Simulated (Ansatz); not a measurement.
## ZnSe: single-point calculation (part 2 of 2)

ZnSe (slab, 12 atoms in the cell); DFT LDA, scalar-relativistic, plane waves, PAW, no spin polarisation (Ansatz 0.2.0); cutoff 420 eV, 7×5×1 k-mesh, Gaussian smearing of 0.05 eV. The structure derives from a Materials Project entry. It belongs to a series of runs on one base structure; here: (1 1 0) slab cut from the bulk.

Geometry of the input (Å; fractional positions):
```
3.9368  0.0000  0.0000
0.0000  5.5675  0.0000
0.0000  0.0000  24.8421
Zn 0.5000  0.5000  0.3019
Se 0.0000  0.7500  0.3019
Zn 0.0000  0.0000  0.3811
Se 0.5000  0.2500  0.3811
Zn 0.5000  0.5000  0.4604
Se 0.0000  0.7500  0.4604
Zn 0.0000  0.0000  0.5396
Se 0.5000  0.2500  0.5396
Zn 0.5000  0.5000  0.6189
Se 0.0000  0.7500  0.6189
Zn 0.0000  0.0000  0.6981
Se 0.5000  0.2500  0.6981
```

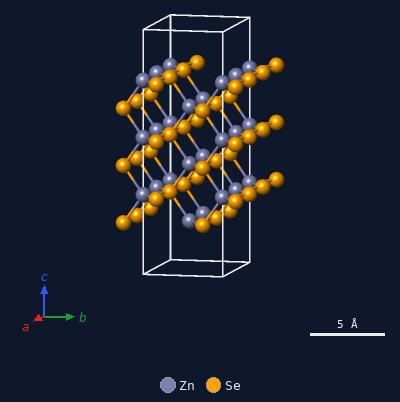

The input geometry (ball-and-stick view of the 2 × 1 repeat of the cell, with the vacuum cut short, seen slightly off an axis; bonded neighbours outside the cell are drawn too).

**Output, continued**
```
SCF iter   1: F=—  HF=-51782.649528 eV  |F-HF|=—  |Δ(HF+E_count)|=         —  Δρ=3.66e-3  dr2=5.90e-2  ethr=1.77e-3  p=0.000 e·Å  D=1.08e-13 V/Å  ΔV_dip=-0.00 eV  dr2_dipole=2.94e-8  V_vac-E_F(+/−)=4.75/4.75 eV  ⟨swp⟩=7.7  Hψ=5274  notcnv=0  defer=69
efield: sawtooth ramp at fractional position 0.9800 (placed from the atoms, in the widest stretch of the axis that holds none; the zero of the levels goes with the place), width 0.0400; the density the first Hamiltonian is built on has a dipole p = 0.000 e·Å; the dipole correction subtracts the counter field D = 1.08e-13 V/Å, which shifts the + side's vacuum level by -0.00 eV against the − side's; the planar-averaged density in the ramp window peaks in size at 8.1e-6 e/Å³
preconditioner: auto → Resta (q_TF=auto, 2.243 Å⁻¹)  ε∞=3.4  [insulator: Δε(μ)=0.964 eV  Ē_g=10.699 eV  σ=0.050 eV  W_gap=1.00  n_scr=108 (ndim 8)  ℏωp=16.5 eV  f_vac=0.504  D(μ)=0.00/eV (n_scr^D=0)  ε∞_Penn≈3.4  vacuum switching on, ρ_ref=8.3e-3 e/Å³]
SCF iter   2: F=—  HF=-51782.636975 eV  |F-HF|=—  |Δ(HF+E_count)|=   1.26e-2  Δρ=1.63e-3  dr2=1.06e-2  ethr=3.51e-5  p=0.000 e·Å  D=2.24e-5 V/Å  ΔV_dip=-0.00 eV  dr2_dipole=4.89e-8  V_vac-E_F(+/−)=4.85/4.85 eV  ⟨swp⟩=2.0  Hψ=2055  notcnv=0  defer=126
SCF iter   3: F=—  HF=-51782.635558 eV  |F-HF|=—  |Δ(HF+E_count)|=   1.42e-3  Δρ=1.08e-3  dr2=3.17e-3  ethr=6.30e-6  p=-0.000 e·Å  D=-1.22e-5 V/Å  ΔV_dip=0.00 eV  dr2_dipole=1.82e-8  V_vac-E_F(+/−)=4.83/4.83 eV  ⟨swp⟩=2.0  Hψ=1671  notcnv=0  defer=126
SCF iter   4: F=—  HF=-51782.635035 eV  |F-HF|=—  |Δ(HF+E_count)|=   5.24e-4  Δρ=2.32e-4  dr2=2.69e-4  ethr=1.89e-6  p=0.000 e·Å  D=1.74e-6 V/Å  ΔV_dip=-0.00 eV  dr2_dipole=3.21e-10  V_vac-E_F(+/−)=4.83/4.83 eV  ⟨swp⟩=2.0  Hψ=1669  notcnv=0  defer=126
SCF iter   5: F=—  HF=-51782.634951 eV  |F-HF|=—  |Δ(HF+E_count)|=   8.37e-5  Δρ=5.50e-5  dr2=2.05e-5  ethr=1.60e-7  p=0.000 e·Å  D=1.21e-6 V/Å  ΔV_dip=-0.00 eV  dr2_dipole=1.66e-10  V_vac-E_F(+/−)=4.84/4.84 eV  ⟨swp⟩=2.0  Hψ=1686  notcnv=0  defer=126
SCF iter   6: F=—  HF=-51782.634987 eV  |F-HF|=—  |Δ(HF+E_count)|=   3.58e-5  Δρ=2.28e-5  dr2=3.08e-6  ethr=1.22e-8  p=-0.000 e·Å  D=-1.71e-6 V/Å  ΔV_dip=0.00 eV  dr2_dipole=3.11e-10  V_vac-E_F(+/−)=4.84/4.84 eV  ⟨swp⟩=2.0  Hψ=1687  notcnv=0  defer=126
SCF iter   7: F=—  HF=-51782.634988 eV  |F-HF|=—  |Δ(HF+E_count)|=   1.30e-6  Δρ=1.23e-5  dr2=5.65e-7  ethr=1.83e-9  p=0.000 e·Å  D=1.76e-6 V/Å  ΔV_dip=-0.00 eV  dr2_dipole=3.28e-10  V_vac-E_F(+/−)=4.84/4.84 eV  ⟨swp⟩=2.0  Hψ=1872  notcnv=0  defer=126
SCF iter   8: F=—  HF=-51782.634988 eV  |F-HF|=—  |Δ(HF+E_count)|=   6.81e-8  Δρ=4.57e-6  dr2=1.03e-7  ethr=3.37e-10  p=-0.000 e·Å  D=-4.52e-7 V/Å  ΔV_dip=0.00 eV  dr2_dipole=2.14e-11  V_vac-E_F(+/−)=4.84/4.84 eV  ⟨swp⟩=2.0  Hψ=1698  notcnv=0  defer=126
SCF iter   9: F=-51782.634988 eV  HF=-51782.634988 eV  |F-HF|=2.08e-9  |Δ(HF+E_count)|=   1.86e-8  Δρ=1.16e-6  dr2=8.53e-9  ethr=5.95e-11  p=-0.000 e·Å  D=-4.66e-7 V/Å  ΔV_dip=0.00 eV  dr2_dipole=2.15e-11  V_vac-E_F(+/−)=4.84/4.84 eV  ⟨swp⟩=20.8  Hψ=10617  notcnv=0
SCF 1 converged in 9 iterations: F = -51782.634988 eV  dr2 = 8.53e-9
  greatest PAW one-centre occupation: 1.000 electrons in one spin orbital (limit 2), on the Se atom at site 9 (counted from 0), in its partial waves of l = 2
WARN: The output density's exchange-correlation potential varies sharply where the density is thin. Do not read a vacuum level from v_tot or v_xc, or from such a field of the output density. On a cell that repeats whose density bears no net charge and no dipole along the vacuum's axis use v_es (v_loc + v_h of the components); under efield.dipole_correction with no amplitude use v_es + v_field, which holds any external_charges[].barrier, or the levels of the report's work_function block, which leave it out; under a non-zero efield.amplitude the vacuum is tilted and has no level; on a cell that repeats and bears such a dipole with no correction it is tilted too, and efield.dipole_correction with no amplitude gives each side of its ramp a level where efield: is served; in a cell that repeats whose density bears a net charge (total_charge, or a fill off its count) it is curved and has none; of a slab under crystal.periodic whose density bears no net charge use v_es, which has a level on each side, short of where the two are joined; of another it falls or rises all the way out and has none; of a slab beside external_charges read slab_vacuum_level instead, which it has where they leave it neutral. The grid or the basis barely resolves most such structure, and the values can differ between equally converged runs; as a rule a tighter scf.convergence.dr2_threshold does not remove it. Where the density itself ripples (under the LDA too) a higher basis.ecutwfc lessens it. The files hold the spikes' plane waves up to the density's cutoff. Files: v_tot_of_output_density and the like, and their columns of v_z.tsv (output.write_potential); v_xc_of_output_density and the like, and their columns of v_comp_z.tsv (output.write_potential_components). Measured: with its Gaussian average of σ = 0.25 Å subtracted twice, the exchange-correlation potential is over 0.1 eV at 346 of the grid points where the equally averaged density (valence and model cores) is under 1e-3 e/Å³, and 0.301 eV at the most among them, at an averaged density of 4.6e-5 e/Å³. The input density's (outcome.potential() and, of a run that writes arrays, v_tot and v_xc) is over 0.1 eV, so measured, at 353 points of its own thin density, 0.301 eV at the most. See output.write_potential in the manual, Limitations
SCF converged after 9 iterations
Free energy (F): -51782.634988 eV
Harris-Foulkes:  -51782.634988 eV  (|F-HF|=2.08e-9)
Internal energy: -51782.634988 eV  (E = F + TS)
E sigma→0 (E₀):  -51782.634988 eV
Fermi energy:    1.117626 eV
Dipole field:    D = 0.000003 V/Å  (p = 0.000010 e·Å, saw-weighted, corrected)
Work function:   Φ+ = 4.8411 eV   Φ− = 4.8411 eV
Levels:          The Fermi level and band energies are counted from a zero that moves with the ramp; work functions are not
--- Per-component energies (eV) ---
  E_band       = -3354.837831
  E_kinetic    = 1507.207216
  E_local      = -161330.651851  (includes V_loc(G=0)·N_el)
  E_nonlocal   = 165.802405
  E_hartree    = 79160.378301
  E_xc         = -1433.978439
  E_vxc        = -911.176071  (∫ρ·V_xc dr)
  E_paw        = -21499.201062  (= ΣΔE_a)
  E_vpaw       = -1106.778544  (= ΣTr[D̂ρ^β])
  E_aug_tail   = -0.005735  (compensation charges beyond the density's cutoff)
  E_efield     = 0.000000  (sawtooth field / dipole correction)
  E_vefield    = 0.000000  (∫n·V_field dr)
  E_ewald      = 51625.167157
  E_core_change = 22.647022  (= ΣΔE_core)
  E_smearing   = -0.000000  (= −TS)
  E_closure    = -0.000000  (closes the sum)
  Σ components = -51782.634988   (vs F -51782.634988, Δ=0.00e0)
--- Forces (eV/Å), atoms counted from 1 ---
  atom   1  Zn     0.00000000     1.05611733     1.10499643
  atom   2  Se    -0.00000000    -0.50579283    -0.87461760
  atom   3  Zn     0.00000000    -0.20391088     0.00436726
  atom   4  Se    -0.00000000    -0.40409268    -0.37318991
  atom   5  Zn     0.00000000     0.09954677     0.07644669
  atom   6  Se     0.00000000    -0.04186538     0.16278490
  atom   7  Zn    -0.00000000     0.09954849    -0.07644267
  atom   8  Se    -0.00000000    -0.04186414    -0.16278431
  atom   9  Zn     0.00000000    -0.20391022    -0.00436347
  atom  10  Se     0.00000000    -0.40408724     0.37317509
  atom  11  Zn    -0.00000000     1.05612135    -1.10499803
  atom  12  Se     0.00000000    -0.50578735     0.87460456
  max |Σ_I F_I| component: 2.32e-5 eV/Å
--- Stress (GPa, compression-positive) ---
       -0.820017       0.000000      -0.000000
        0.000000      -0.816782       0.000004
       -0.000000       0.000004      -0.163321
  P = ⅓ Tr σ = -0.6000 GPa (-6.000 kbar)
--- Band table (eV; the first three rows and the last of 12) ---
  k-point 0: bands = ["-46.6632", "-46.6632", "-46.6565", "-46.6565", "-46.6537", "-46.6537", "-46.6398", "-46.6398", "-46.6360", "-46.6360", "-46.5520", "-46.5517", "-46.5502", "-46.5501", "-46.5464", "-46.5462", "-46.5432", "-46.5431", "-46.5418", "-46.5418", "-46.0959", "-46.0959", "-46.0946", "-46.0946", "-46.0078", "-46.0078", "-45.9908", "-45.9908", "-45.9676", "-45.9676", "-12.9498", "-12.6261", "-12.2029", "-11.9259", "-11.5159", "-11.5116", "-6.2778", "-6.2571", "-6.2535", "-6.2297", "-6.2148", "-6.1911", "-6.1833", "-6.1718", "-6.1533", "-6.1254", "-6.1110", "-6.0977", "-6.0546", "-6.0293", "-5.9977", "-5.9624", "-5.9324", "-5.9292", "-5.8937", "-5.8777", "-5.8755", "-5.8754", "-5.8650", "-5.8363", "-5.8354", "-5.8057", "-5.7950", "-5.7328", "-5.6087", "-5.6080", "-4.4235", "-4.1984", "-3.7707", "-2.9730", "-2.4347", "-2.4111", "-1.8138", "-1.6390", "-1.6181", "-1.1468", "-0.8225", "-0.6205", "-0.5080", "0.0946", "0.3098", "0.3952", "0.4712", "0.5996", "1.6357", "2.4109", "3.6779", "3.7451", "4.2066", "4.3942", "4.5989", "5.1778", "5.1932", "5.4992", "6.1667", "6.2504", "6.2787", "6.4876", "6.7485", "6.8563", "6.9946"]
  k-point 1: bands = ["-46.6632", "-46.6632", "-46.6565", "-46.6565", "-46.6537", "-46.6537", "-46.6398", "-46.6398", "-46.6360", "-46.6359", "-46.5519", "-46.5518", "-46.5502", "-46.5501", "-46.5464", "-46.5463", "-46.5432", "-46.5431", "-46.5418", "-46.5418", "-46.0959", "-46.0959", "-46.0946", "-46.0946", "-46.0078", "-46.0078", "-45.9908", "-45.9908", "-45.9676", "-45.9676", "-12.8618", "-12.5667", "-12.2039", "-12.0215", "-11.5547", "-11.5520", "-6.2593", "-6.2586", "-6.2416", "-6.2306", "-6.2000", "-6.1841", "-6.1819", "-6.1654", "-6.1539", "-6.1263", "-6.1248", "-6.0991", "-6.0538", "-6.0466", "-6.0271", "-5.9808", "-5.9286", "-5.9167", "-5.8839", "-5.8752", "-5.8737", "-5.8730", "-5.8660", "-5.8440", "-5.8401", "-5.7999", "-5.7937", "-5.7570", "-5.6795", "-5.6622", "-4.3076", "-4.2762", "-3.9012", "-3.3350", "-2.3253", "-2.0146", "-1.7827", "-1.4508", "-1.3729", "-1.0203", "-0.7925", "-0.6090", "-0.4534", "0.0393", "0.1423", "0.3100", "0.3386", "0.4045", "2.3096", "2.4355", "3.5197", "3.8262", "4.0130", "4.2937", "4.5575", "4.7229", "5.1539", "5.6672", "6.2512", "6.3573", "6.5880", "6.8185", "6.8516", "6.8693", "7.0028"]
  k-point 2: bands = ["-46.6632", "-46.6632", "-46.6565", "-46.6565", "-46.6537", "-46.6537", "-46.6398", "-46.6398", "-46.6360", "-46.6359", "-46.5519", "-46.5518", "-46.5502", "-46.5501", "-46.5463", "-46.5463", "-46.5432", "-46.5431", "-46.5418", "-46.5418", "-46.0959", "-46.0959", "-46.0946", "-46.0946", "-46.0078", "-46.0078", "-45.9908", "-45.9908", "-45.9676", "-45.9676", "-12.6246", "-12.4361", "-12.2666", "-12.2510", "-11.6185", "-11.6093", "-6.2653", "-6.2555", "-6.2028", "-6.1966", "-6.1831", "-6.1739", "-6.1738", "-6.1572", "-6.1440", "-6.1408", "-6.1291", "-6.1088", "-6.1008", "-6.0898", "-6.0252", "-6.0025", "-5.9281", "-5.9086", "-5.8927", "-5.8733", "-5.8724", "-5.8720", "-5.8654", "-5.8568", "-5.8170", "-5.8074", "-5.7920", "-5.7913", "-5.7520", "-5.7156", "-4.5398", "-4.4331", "-3.5665", "-3.4119", "-2.7710", "-2.0834", "-1.1283", "-0.9909", "-0.9339", "-0.6897", "-0.5582", "-0.3895", "-0.3829", "-0.3525", "-0.0156", "0.0058", "0.1136", "0.1369", "2.5499", "2.5592", "3.5935", "3.6705", "4.2386", "4.3028", "4.4316", "4.6389", "5.3277", "5.5582", "6.1999", "6.5152", "6.7697", "6.8563", "7.0660", "7.1634", "7.2342"]
  k-point 11: bands = ["-46.6630", "-46.6630", "-46.6565", "-46.6565", "-46.6538", "-46.6538", "-46.6399", "-46.6399", "-46.6357", "-46.6357", "-46.5517", "-46.5517", "-46.5503", "-46.5502", "-46.5462", "-46.5462", "-46.5430", "-46.5430", "-46.5419", "-46.5419", "-46.0957", "-46.0957", "-46.0947", "-46.0947", "-46.0078", "-46.0077", "-45.9909", "-45.9908", "-45.9675", "-45.9675", "-12.2000", "-12.1415", "-12.0045", "-11.9896", "-11.3010", "-11.2989", "-6.1907", "-6.1830", "-6.1708", "-6.1707", "-6.1514", "-6.1465", "-6.1061", "-6.0953", "-6.0684", "-6.0624", "-6.0085", "-6.0077", "-5.9590", "-5.9570", "-5.9314", "-5.9167", "-5.8891", "-5.8847", "-5.8728", "-5.8676", "-5.8523", "-5.8467", "-5.8111", "-5.7987", "-5.7871", "-5.7230", "-5.6446", "-5.6424", "-5.5687", "-5.5685", "-4.7960", "-4.5000", "-4.4595", "-4.3176", "-3.9780", "-3.9732", "-2.4628", "-2.3320", "-1.9631", "-1.8152", "-1.5185", "-1.3596", "-1.0322", "-0.9056", "-0.8171", "-0.5164", "-0.0122", "0.0898", "2.5005", "2.6138", "4.2222", "4.2897", "4.9623", "5.1409", "5.5466", "5.7861", "6.2070", "6.3189", "6.6295", "6.6692", "6.8599", "7.1158", "7.3792", "7.3900", "7.6155"]
```

**Summary**

```tsv
quantity	value
outcome	converged
electrons treated	168
free energy	−51782.6350 eV
work function, top face	4.84 eV
work function, bottom face	4.84 eV
Fermi energy	1.118 eV
gap on the k-point mesh	1.04 eV
work function (upper face)	4.84 eV
largest force (length of the vector)	1.529 eV/Å
hardware	4 threads of Arm Neoverse V2, 128 GiB of memory available, shared host
wall time	39 s (CPU time 2.1 min)
peak memory	1.5 GiB
```

**Notes**

The program warns: the exchange-correlation potential is rough where the density is thin.
